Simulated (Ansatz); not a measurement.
HC₆ (slab)

Input file:

```
crystal:
  lattice:
    - [2.4656258795, 0.0, 0.0]
    - [-1.2328129398, 2.1341717714, 0.0]
    - [0.0, 0.0, 25.7842703295]
  atoms:
    - { symbol: C, position: [0.6666996623, 0.3333993247, 0.3296583495] }
    - { symbol: C, position: [0.3333003376, 0.6666006753, 0.3296583495] }
    - { symbol: C, position: [0.1666996624, 0.3333993247, 0.4612166648] }
    - { symbol: C, position: [0.8333003376, 0.6666006753, 0.4612166648] }
    - { symbol: C, position: [0.6666996623, 0.3333993247, 0.59277498] }
    - { symbol: C, position: [0.3333003376, 0.6666006753, 0.59277498] }
    - { symbol: H, position: [0.6666996623, 0.3333993247, 0.6346609821], spin: 1.0 }
basis:
  ecutwfc: 420
kpoints:
  mp_grid: { grid: [12, 12, 1] }
hamiltonian:
  xc: pbe
  dispersion: d3bj
scf:
  occupations: { method: gaussian, width: 0.05 }
output:
  forces: true
  eigenvalues: true
  populations: true
  write_density: true
  write_potential: true
  elf: true
  volumetric_format: npy
magnetization:
  spin_polarized: true
relax:
  adjacent_minimum: "off"
  f_tol: 0.03
  max_steps: 70
  constraints: [{ sites: [0, 1] }]
efield:
  axis: 3
  dipole_correction: true
  ramp_width: 0.04
```

Launched as:

```sh
ansatz run input.yaml --threads 1 --pin off --max-ram 2560MiB --backend cpu --events-out ev --progress --plain --runs-dir out
```

The fields are those of the relaxed geometry.

The program warned that a starting moment wasn't kept; spin-polarised, but the moments vanished.

Method: DFT PBE+D3(BJ), scalar-relativistic, plane waves, PAW (Ansatz).

Core electrons are frozen (PAW), and the valence fields are smoothed inside the atomic spheres.

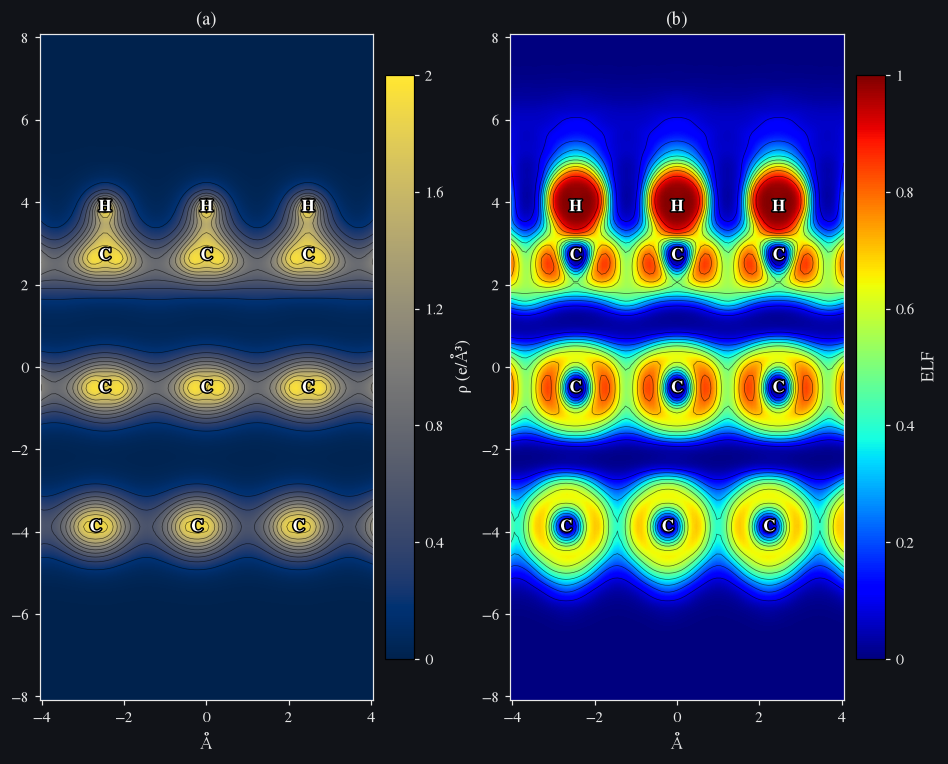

Figure 1. (a) valence electron density; (b) ELF on the (11̄0) plane of the calculation cell, a cut from vacuum to vacuum.

Describe what can be read from this map.

- The plane passes through C and H nuclei.
- Atoms just off the plane (C, 0.7 Å away) can leave unmarked features too.
- C–H (1.17 Å): ρ is about 1.6 e/Å³ halfway; the ELF climbs to about 1 towards the hydrogen, as it does in any bond to H; a covalent bond by its length.
- The density dies away to nearly zero in the vacuum.

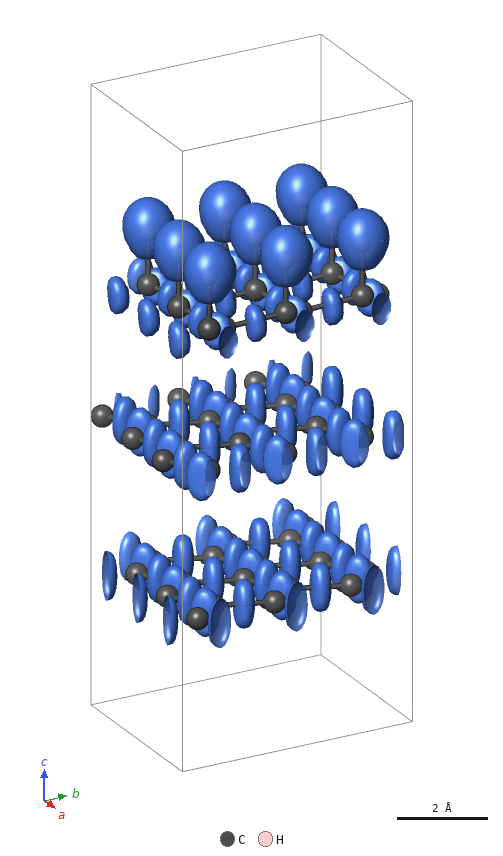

Figure 2. Isosurface of the ELF at 0.85 (blue), seen slightly off an axis. Only the valence region is drawn (cores and ρ < 0.01 e/Å³ removed). Sticks mark near contacts.

Identify the bonds, lone pairs and shells in this picture.

The ELF exceeds this value in nine regions between bonded C–C atoms and one region around a hydrogen nucleus, counted in one cell of 7 atoms. Counts are for one cell; the picture repeats the cell along the surface. Along the contacts the grid gives the following. C–C (1.42 Å): the ELF peaks at about 0.95 between the atoms.

Does the calculation make it a metal, or give it a gap?

It is metallic or semimetallic at this level of theory: no gap opens.
